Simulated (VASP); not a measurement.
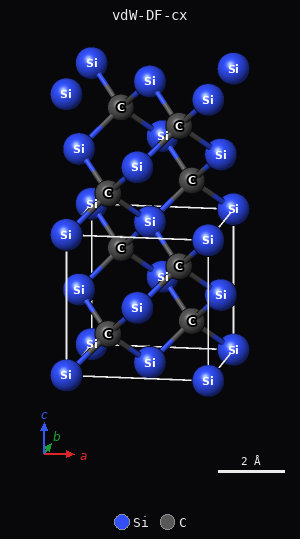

A crystal of SiC (set up in F-43m), relaxed (cell and atoms) with several functionals. The picture shows the result with vdW-DF-cx. A ball-and-stick model of the conventional cell (4 times the calculation's cell), repeated 1 × 1 × 2 with one cell outlined, seen slightly off an axis. Lengths and directions refer to the drawn axes.

Computed with VASP 6.6.1: VASP PAW PBE potentials, recommended; VASP PAW LDA potentials, recommended (each functional with its own set). Settings: plane-wave cutoff 600 eV; k-point mesh 10 × 10 × 10; occupations fermi-dirac; smearing width 0.05 eV; no spin polarisation.

```json
{"functional": "vdW-DF-cx", "volume (Å³/atom)": "10.422", "a (Å)": "4.369"}
{"functional": "AM05", "volume (Å³/atom)": "10.325", "a (Å)": "4.355"}
{"functional": "rev-vdW-DF2", "volume (Å³/atom)": "?", "a (Å)": "?"}
{"functional": "BLYP", "volume (Å³/atom)": "10.761", "a (Å)": "4.415"}
{"functional": "PBE", "volume (Å³/atom)": "10.493", "a (Å)": "4.378"}
{"functional": "RPBE", "volume (Å³/atom)": "10.630", "a (Å)": "4.398"}
{"functional": "PW91", "volume (Å³/atom)": "10.500", "a (Å)": "4.379"}
{"functional": "LDA", "volume (Å³/atom)": "10.152", "a (Å)": "4.331"}
{"functional": "revPBE", "volume (Å³/atom)": "10.596", "a (Å)": "4.393"}
{"functional": "SCAN", "volume (Å³/atom)": "10.297", "a (Å)": "4.351"}
{"functional": "optB88-vdW", "volume (Å³/atom)": "10.503", "a (Å)": "4.380"}
{"functional": "r2SCAN", "volume (Å³/atom)": "10.318", "a (Å)": "4.354"}
```

Fill in the missing row.

With rev-vdW-DF2 the volume falls between vdW-DF-cx (10.422) and PBE (10.493). The calculation gives 10.442 Å³/atom (a = 4.371 Å). Left out of the table: PBEsol, which met the thresholds at the start cell and never moved. In order of volume: LDA < SCAN < r2SCAN < AM05 < vdW-DF-cx < rev-vdW-DF2 < PBE < PW91 ≈ optB88-vdW < revPBE < RPBE < BLYP; the spread is 6.0 %.
